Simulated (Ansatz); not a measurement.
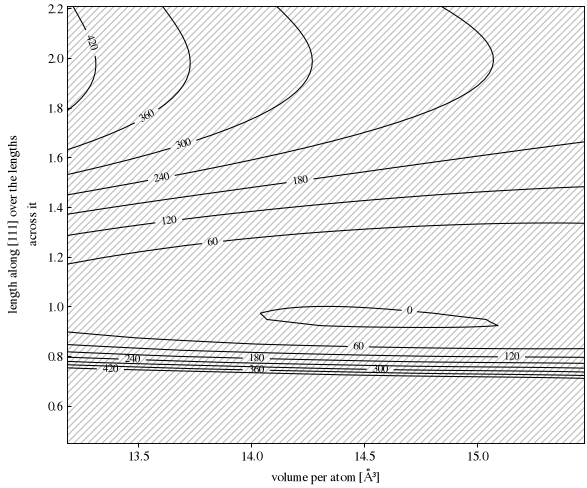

Energy landscape of Zn (Im-3m, No. 229; 1 atom in the cell). The energy is mapped over volume and the cell's shape. Coordinates scanned: (1) volume per atom; (2) length along [111] over the lengths across it, relative to the cubic cell. Nothing is relaxed (symmetry fixes all fractional coordinates). The grid has 7 × 9 points. At 6 points there is no value (left out of the scan, as a rule where atoms come close). Points are written as (first, second). Energies are in meV/atom, from the lowest grid point. Theory: DFT PBEsol, scalar-relativistic, plane waves, PAW (Ansatz). Settings: cutoff 520 eV, k-mesh 22×22×22, gaussian smearing 0.15 eV, no spin polarisation.

In the figure: contour lines labelled in meV/atom (none above 420), hatched blanks where no value was computed. Between grid points the surface is interpolated. 

### Summarise what can be read from the map.

The lowest grid point is at (14.328 Å³, 1.000) [bcc]. The energy also falls towards the edge at (15.475 Å³, 2.211) (208 meV/atom above the lowest), where a further well may lie outside the range. The highest grid point, (15.475 Å³, 0.452), lies 6750 meV/atom above the lowest.

The values on the grid:

```
second ↓, first →  13.182  13.564  13.946  14.328  14.710  15.093  15.475
            2.211     425     366     318     279     248     225     208
            1.813     426     367     319     280     250     226     209
            1.487     269     224     189     162     143     130     122
            1.219      82      56      39      28      24      25      30
            1.000      28      12       3       0       2       9      20
            0.820     172     137     111      92      81      74      73
            0.672    1146    1035     938     853     780     717     663
            0.551    3771    3501    3257    3035    2834    2650    2484
            0.452       –       –       –       –       –       –    6750
```

The input of one point:

```yaml
crystal:
  lattice:
    - [-1.5300745013, 1.5300745013, 1.5300745013]
    - [1.5300745013, -1.5300745013, 1.5300745013]
    - [1.5300745013, 1.5300745013, -1.5300745013]
  atoms:
    - { symbol: Zn, position: [0.0, 0.0, 0.0] }
basis:
  ecutwfc: 520.0
kpoints:
  mp_grid: { grid: [22, 22, 22] }
hamiltonian:
  xc: pbesol
scf:
  occupations: { method: gaussian, width: 0.15 }
output:
  forces: true
  stress: true
  eigenvalues: true
  write_density: true
  write_potential: true
  elf: true
  volumetric_format: npy
```

Each point was launched as `ansatz run input.yaml --threads 1 --pin off --max-ram 2048MiB --backend cpu --events-out ev --progress --plain --runs-dir out`. Time for the 57 points that were run: 5.9 min on 1 thread of AMD EPYC 9R14 (Zen 4), with other jobs on the host.
